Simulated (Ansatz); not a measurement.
# Geometry relaxation, with input and output: FeCo$_{3}$ (part 2 of 2)

FeCo$_{3}$ (4 atoms in the cell); DFT PBEsol, scalar-relativistic, plane waves, PAW, no spin polarisation (Ansatz 0.2.0); cutoff 420 eV, 12×12×12 k-mesh, Gaussian smearing of 0.1 eV. The structure derives from a Materials Project entry. It belongs to a series of runs on one base structure; here: no spin polarisation.

Geometry of the input (Å; fractional positions):
```
3.5357  0.0000  0.0000
0.0000  3.5357  0.0000
0.0000  0.0000  3.5357
Fe 0.0000  0.0000  0.0000
Co 0.5000  0.5000  0.0000
Co 0.5000  0.0000  0.5000
Co 0.0000  0.5000  0.5000
```

**The program's output, continued**
```
relax step   7: F+E_penalty+E_count = -19727.32480443 eV  Δ(F+E_penalty+E_count) = -1.596e-5 eV  max|allowed force component| = 2.071e-29 eV/Å  Δτ_max = 0.0000 Å  P = +0.001 GPa  Ω = 39.486 Å³  energy of the carried Pulay correction = +1.294e-5 eV  (6 SCF iters, accepted)
iter 1 solved again at ethr=1.12e-8 eV; its pass at ethr=3.10e-3 eV (dr2=7.52e-6 eV) is discarded
SCF iter   1: F=—  HF=-19727.324845 eV  |F-HF|=—  |Δ(HF+E_count)|=         —  Δρ=1.19e-6  dr2=3.32e-10  ethr=1.12e-8  ⟨swp⟩=4.1  Hψ=22877  notcnv=0
SCF iter   2: F=—  HF=-19727.324804 eV  |F-HF|=—  |Δ(HF+E_count)|=   4.08e-5  Δρ=4.96e-7  dr2=3.24e-11  ethr=1.00e-12  ⟨swp⟩=3.2  Hψ=8931  notcnv=0
iter 3 did not close the SCF: its close was put off for the readings that it lacked (scf_convergence_deferred on its scf_iter line)
SCF iter   3: F=-19727.324804 eV  HF=-19727.324804 eV  |F-HF|=3.64e-12  |Δ(HF+E_count)|=  3.64e-12  Δρ=3.07e-7  dr2=1.15e-11  ethr=1.00e-12  ⟨swp⟩=1.0  Hψ=3444  notcnv=0
iter 4 did not close the SCF: its close was put off for the readings that it lacked (scf_convergence_deferred on its scf_iter line)
SCF iter   4: F=-19727.324804 eV  HF=-19727.324804 eV  |F-HF|=3.64e-12  |Δ(HF+E_count)|=  3.64e-12  Δρ=3.99e-8  dr2=4.17e-13  ethr=1.00e-12  ⟨swp⟩=1.0  Hψ=3444  notcnv=0
iter 5 did not close the SCF: its close was put off for the readings that it lacked (scf_convergence_deferred on its scf_iter line)
SCF iter   5: F=-19727.324804 eV  HF=-19727.324804 eV  |F-HF|=0.00e0  |Δ(HF+E_count)|=    0.00e0  Δρ=3.88e-8  dr2=3.87e-13  ethr=1.00e-12  ⟨swp⟩=1.0  Hψ=3444  notcnv=0
iter 6 did not close the SCF: its close was put off for the readings that it lacked (scf_convergence_deferred on its scf_iter line)
SCF iter   6: F=-19727.324804 eV  HF=-19727.324804 eV  |F-HF|=0.00e0  |Δ(HF+E_count)|=    0.00e0  Δρ=3.37e-8  dr2=2.68e-13  ethr=1.00e-12  ⟨swp⟩=1.0  Hψ=3444  notcnv=0
SCF iter   7: F=-19727.324804 eV  HF=-19727.324804 eV  |F-HF|=3.64e-12  |Δ(HF+E_count)|=  3.64e-12  Δρ=2.64e-8  dr2=1.28e-13  ethr=1.00e-12  ⟨swp⟩=2.7  Hψ=10934  notcnv=0
SCF 8 converged in 7 iterations: F = -19727.324804 eV  dr2 = 1.28e-13
relax step   8: F+E_penalty+E_count = -19727.32480443 eV  Δ(F+E_penalty+E_count) = -1.091e-11 eV  max|allowed force component| = 1.584e-29 eV/Å  Δτ_max = 0.0000 Å  P = +0.000 GPa  Ω = 39.486 Å³  stress off target by 5.27e-5 GPa  SCF on the basis re-selected at this cell (its energy is not comparable with the rows above)  (7 SCF iters)
```

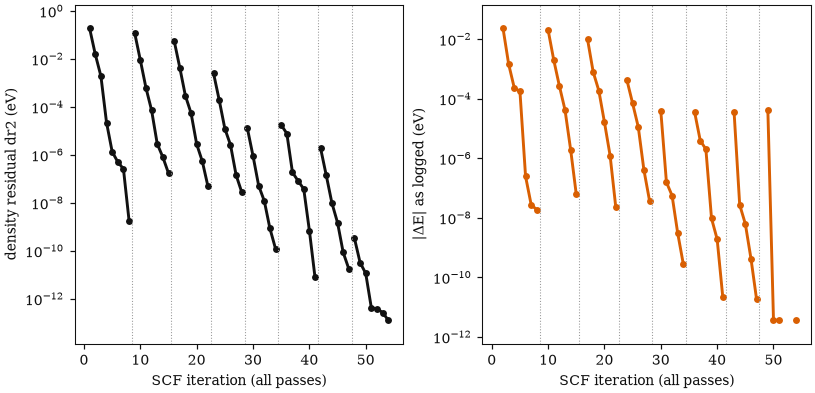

Convergence of the self-consistent field: density residual dr2 and size of the energy change against the SCF iteration. The dotted lines part the SCF passes of the relaxation: geometry steps, rejected trials and re-solves on a re-selected basis. The 8 passes take 6 to 8 iterations each, 54 in all.

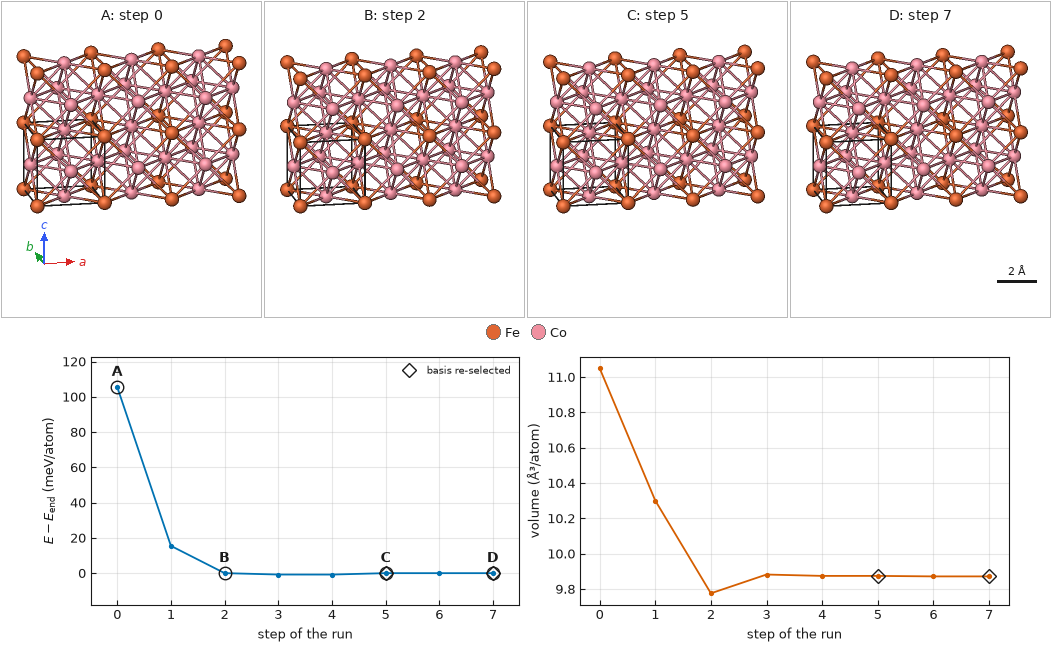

Frames of the relaxation (ball-and-stick view of the cell of the calculation, repeated 3 × 1 × 2, seen slightly off an axis) above the curves, on which the letters mark them (the first geometry is step 0 here and step 1 in the log).

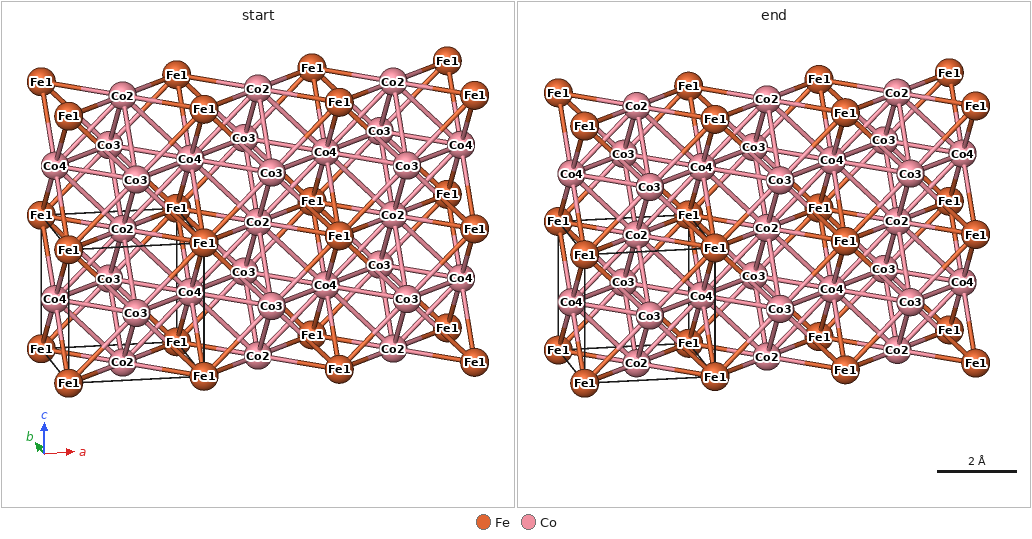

Before (left) and after (right) the relaxation, at one scale (ball-and-stick view of the cell of the calculation, repeated 3 × 1 × 2, seen slightly off an axis). No atom moves by more than 0.005 Å relative to the cell. The drawn cell changes as follows: a = b = c 3.536 → 3.405 Å (−3.7 %); the volume changes by −10.7 %. Among the contacts that change: Fe1–Co2 2.500 → 2.408 Å, Co2–Co3 2.500 → 2.408 Å. The space group stays Pm-3m (No. 221). The energy falls by 106 meV per atom in 5 geometry steps. All forces vanish by symmetry, so only the cell relaxes. Pressure: −25.77 GPa at the start and 0.00 GPa at the end. 1 further SCF at an unchanged geometry re-selected the plane-wave basis for the new cell. The energy change given includes the shifts at the re-selections in mid-walk, which come without any move. A last SCF at the same geometry on a re-selected plane-wave basis shifts the energy by next to nothing (0.0 meV per atom). (Atoms are counted from 1 in the order of the input.)

```
basis re-selected at this cell: Δ(F+E_penalty+E_count) = -1.091e-11 eV, ΔP = -0.001 GPa vs the last step (what re-selecting the basis moved, of the pressure what is left beyond the Pulay correction that the steps carried, after the strain that the cell walked since its last selection, with what the two solves' SCF thresholds leave and, on support functions, any second-order correction that the steps lacked; it is no measure of the basis error at this ecutwfc). This SCF's stress stands 5.27e-5 GPa from its target on what of the cell is left free (relax.cell.stress_tol is 5.00e-2 GPa) and its largest allowed force component is 1.58e-29 eV/Å (relax.f_tol is 1.00e-2 eV/Å): within both
SCF converged after 7 iterations
Free energy (F): -19727.324804 eV
Harris-Foulkes:  -19727.324804 eV  (|F-HF|=3.64e-12)
Internal energy: -19727.288345 eV  (E = F + TS)
E sigma→0 (E₀):  -19727.306575 eV
Entropy (-TS):   -0.036459 eV (-9.115 meV/atom)
Fermi energy:    20.969468 eV
--- Per-component energies (eV) ---
  E_band       = -798.774034
  E_kinetic    = 1728.086889
  E_local      = -9973.464503  (includes V_loc(G=0)·N_el)
  E_nonlocal   = 1575.719451
  E_hartree    = 4197.265926
  E_xc         = -596.206050
  E_vxc        = -772.776413  (∫ρ·V_xc dr)
  E_paw        = -5776.865751  (= ΣΔE_a)
  E_vpaw       = -1750.872632  (= ΣTr[D̂ρ^β])
  E_aug_tail   = 0.001298  (compensation charges beyond the density's cutoff)
  E_ewald      = -10882.570065
  E_core_change = 0.744459  (= ΣΔE_core)
  E_smearing   = -0.036459  (= −TS)
  E_closure    = 0.000000  (closes the sum)
  Σ components = -19727.324804   (vs F -19727.324804, Δ=0.00e0)
--- Forces (eV/Å), atoms counted from 1 ---
  atom   1  Fe    -0.00000000    -0.00000000     0.00000000
  atom   2  Co    -0.00000000    -0.00000000     0.00000000
  atom   3  Co    -0.00000000     0.00000000    -0.00000000
  atom   4  Co     0.00000000     0.00000000    -0.00000000
  max |Σ_I F_I| component: 2.37e-29 eV/Å
--- Stress (GPa, compression-positive) ---
        0.000053      -0.000000      -0.000000
       -0.000000       0.000053      -0.000000
        0.000000      -0.000000       0.000053
  P = ⅓ Tr σ = 0.0001 GPa (0.001 kbar)
--- Band table (eV; the first three rows and the last of 84) ---
  k-point 0: bands = ["-73.9940", "-73.9084", "-73.9084", "-65.8410", "-37.5281", "-37.5281", "-37.5281", "-37.3382", "-37.3382", "-37.3382", "-37.2094", "-37.2094", "-37.2094", "-32.0401", "-32.0401", "-32.0401", "11.4462", "15.6773", "15.6773", "15.7514", "16.4258", "16.4258", "16.4258", "18.9081", "18.9081", "18.9081", "20.4199", "20.4199", "21.2611", "21.5276", "21.5276", "21.5276", "21.5891", "21.5891", "21.9394", "21.9394", "21.9394", "23.7717", "23.7717", "23.7717", "32.2221"]
  k-point 1: bands = ["-73.9927", "-73.9097", "-73.9084", "-65.8410", "-37.5248", "-37.5248", "-37.5230", "-37.3391", "-37.3391", "-37.3385", "-37.2149", "-37.2116", "-37.2116", "-32.0412", "-32.0403", "-32.0403", "11.5468", "15.7061", "15.7382", "15.8004", "16.4632", "16.4681", "16.4681", "18.8601", "18.9426", "18.9426", "20.3749", "20.4352", "21.2160", "21.2589", "21.2589", "21.5277", "21.5307", "21.5557", "21.7506", "21.7506", "21.9392", "23.3503", "24.2335", "24.2335", "32.2291"]
  k-point 2: bands = ["-73.9889", "-73.9134", "-73.9084", "-65.8410", "-37.5155", "-37.5155", "-37.5079", "-37.3420", "-37.3420", "-37.3393", "-37.2310", "-37.2177", "-37.2177", "-32.0442", "-32.0410", "-32.0410", "11.8446", "15.7535", "15.9134", "15.9614", "16.5736", "16.5954", "16.5954", "18.7207", "19.0447", "19.0447", "20.2449", "20.4798", "20.5883", "20.5883", "21.0726", "21.3577", "21.4726", "21.5023", "21.5023", "21.5280", "21.9385", "22.3650", "25.1768", "25.1768", "32.2519"]
  k-point 83: bands = ["-73.9361", "-73.9361", "-73.9361", "-65.8403", "-37.6168", "-37.5114", "-37.5114", "-37.5114", "-37.2314", "-37.2314", "-37.2314", "-37.2113", "-37.2113", "-32.0433", "-32.0433", "-32.0433", "15.6820", "15.6820", "15.6820", "15.8179", "18.7440", "18.7440", "18.7440", "18.8603", "18.8603", "18.8603", "18.9480", "18.9480", "20.5889", "20.7310", "20.7310", "20.7310", "21.2789", "21.2789", "21.2789", "21.5986", "21.5986", "21.5986", "21.6040", "21.6040", "28.6438"]
--- Relaxed structure (6 steps of the walk, 6 accepted, 2 SCFs on fresh bases) ---
  F+E_penalty+E_count = -19727.32480443 eV   max|allowed force component| = 1.584e-29 eV/Å   (the final SCF, on the basis selected at the relaxed cell)
  cell:  # Å, volume = 39.4863 Å³
    - [3.4052494703594216, -8.746931830758695e-34, -3.851859888774472e-34]
    - [-1.131483842327501e-33, 3.4052494703594216, 0.0]
    - [-8.9876730738071e-34, 0.0, 3.4052494703594216]
  atoms:
    - { symbol: Fe, position: [2.2696219011394132e-36, 4.9647979084133165e-37, -5.106649277128328e-36] }
    - { symbol: Co, position: [0.5, 0.5, 2.837027376192096e-36] }
    - { symbol: Co, position: [0.5, 4.964797906347818e-37, 0.5] }
    - { symbol: Co, position: [-2.2696219010855403e-36, 0.5, 0.5] }
```

**Trajectory as extended XYZ (Å, eV, eV/Å), 8 frames, from step=1 to step=8**
```
4
Lattice="3.5357 0.0000 0.0000 0.0000 3.5357 0.0000 0.0000 0.0000 3.5357" Properties=species:S:1:pos:R:3:forces:R:3 step=1 energy=-19726.90246 pressure_GPa=-25.77
Fe    0.0000    0.0000    0.0000    0.0000   0.0000   0.0000
Co    1.7679    1.7679    0.0000    0.0000   0.0000   0.0000
Co    1.7679    0.0000    1.7679    0.0000   0.0000   0.0000
Co    0.0000    1.7679    1.7679    0.0000   0.0000   0.0000
4
Lattice="3.4539 0.0000 0.0000 0.0000 3.4539 0.0000 0.0000 0.0000 3.4539" Properties=species:S:1:pos:R:3:forces:R:3 step=2 energy=-19727.26290 pressure_GPa=-11.40
Fe    0.0000    0.0000    0.0000    0.0000   0.0000   0.0000
Co    1.7270    1.7270    0.0000    0.0000   0.0000   0.0000
Co    1.7270    0.0000    1.7270    0.0000   0.0000   0.0000
Co    0.0000    1.7270    1.7270    0.0000   0.0000   0.0000
4
Lattice="3.3942 0.0000 0.0000 0.0000 3.3942 0.0000 0.0000 0.0000 3.3942" Properties=species:S:1:pos:R:3:forces:R:3 step=3 energy=-19727.32474 pressure_GPa=3.05
Fe    0.0000    0.0000    0.0000    0.0000   0.0000   0.0000
Co    1.6971    1.6971    0.0000    0.0000   0.0000   0.0000
Co    1.6971    0.0000    1.6971    0.0000   0.0000   0.0000
Co    0.0000    1.6971    1.6971    0.0000   0.0000   0.0000
4
Lattice="3.4065 0.0000 0.0000 0.0000 3.4065 0.0000 0.0000 0.0000 3.4065" Properties=species:S:1:pos:R:3:forces:R:3 step=4 energy=-19727.32794 pressure_GPa=-0.24
Fe    0.0000    0.0000    0.0000    0.0000   0.0000   0.0000
Co    1.7032    1.7032    0.0000    0.0000   0.0000   0.0000
Co    1.7032    0.0000    1.7032    0.0000   0.0000   0.0000
Co    0.0000    1.7032    1.7032    0.0000   0.0000   0.0000
4
Lattice="3.4056 0.0000 0.0000 0.0000 3.4056 0.0000 0.0000 0.0000 3.4056" Properties=species:S:1:pos:R:3:forces:R:3 step=5 energy=-19727.32799 pressure_GPa=-0.00
Fe    0.0000    0.0000    0.0000    0.0000   0.0000   0.0000
Co    1.7028    1.7028    0.0000    0.0000   0.0000   0.0000
Co    1.7028    0.0000    1.7028    0.0000   0.0000   0.0000
Co    0.0000    1.7028    1.7028    0.0000   0.0000   0.0000
4
Lattice="3.4056 0.0000 0.0000 0.0000 3.4056 0.0000 0.0000 0.0000 3.4056" Properties=species:S:1:pos:R:3:forces:R:3 step=6 energy=-19727.32479 pressure_GPa=-0.09
Fe    0.0000    0.0000    0.0000    0.0000   0.0000   0.0000
Co    1.7028    1.7028    0.0000    0.0000   0.0000   0.0000
Co    1.7028    0.0000    1.7028    0.0000   0.0000   0.0000
Co    0.0000    1.7028    1.7028    0.0000   0.0000   0.0000
4
Lattice="3.4052 0.0000 0.0000 0.0000 3.4052 0.0000 0.0000 0.0000 3.4052" Properties=species:S:1:pos:R:3:forces:R:3 step=7 energy=-19727.32480 pressure_GPa=0.00
Fe    0.0000    0.0000    0.0000    0.0000   0.0000   0.0000
Co    1.7026    1.7026    0.0000    0.0000   0.0000   0.0000
Co    1.7026    0.0000    1.7026    0.0000   0.0000   0.0000
Co    0.0000    1.7026    1.7026    0.0000   0.0000   0.0000
4
Lattice="3.4052 0.0000 0.0000 0.0000 3.4052 0.0000 0.0000 0.0000 3.4052" Properties=species:S:1:pos:R:3:forces:R:3 step=8 energy=-19727.32480 pressure_GPa=0.00
Fe    0.0000    0.0000    0.0000    0.0000   0.0000   0.0000
Co    1.7026    1.7026    0.0000    0.0000   0.0000   0.0000
Co    1.7026    0.0000    1.7026    0.0000   0.0000   0.0000
Co    0.0000    1.7026    1.7026    0.0000   0.0000   0.0000
```

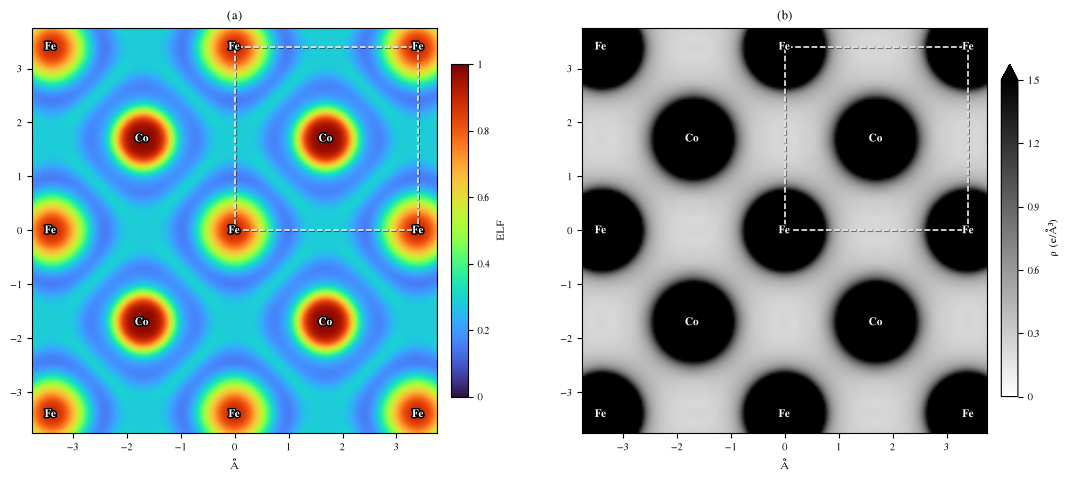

(a) ELF; (b) valence electron density on the (001) plane of the conventional cell. Atoms in the plane: Fe and Co. Fe–Co (2.41 Å): ρ at the midpoint is about 0.41 e/Å³; the ELF is about 0.30 at the midpoint (no shared electron pair). Away from the nuclei the density in this plane falls to 0.23 e/Å³ at its lowest. The strong features right at Fe and Co lie inside the PAW spheres (semicore, d or f shells) and say nothing about bonding. In a PAW calculation such maps are meaningful between the atoms, not at the nuclei.

**Summary**

- outcome: converged
- space group (tolerance 0.01 Å): Pm-3m (221)
- electrons treated: 67
- free energy: −19727.3248 eV
- Fermi energy: 20.969 eV
- gap on the k-point mesh: none (metallic)
- pressure: 0.00 GPa
- final volume: 39.49 Å³
- largest force (length of the vector) at the end: under 0.001 eV/Å
- final cell: a = 3.405 Å, b = 3.405 Å, c = 3.405 Å, α = 90.00°, β = 90.00°, γ = 90.00°
- wall time: 79 s
- peak memory: 0.44 GiB

**Notes**

The run has no spin polarisation, so a magnetic state may lie lower.
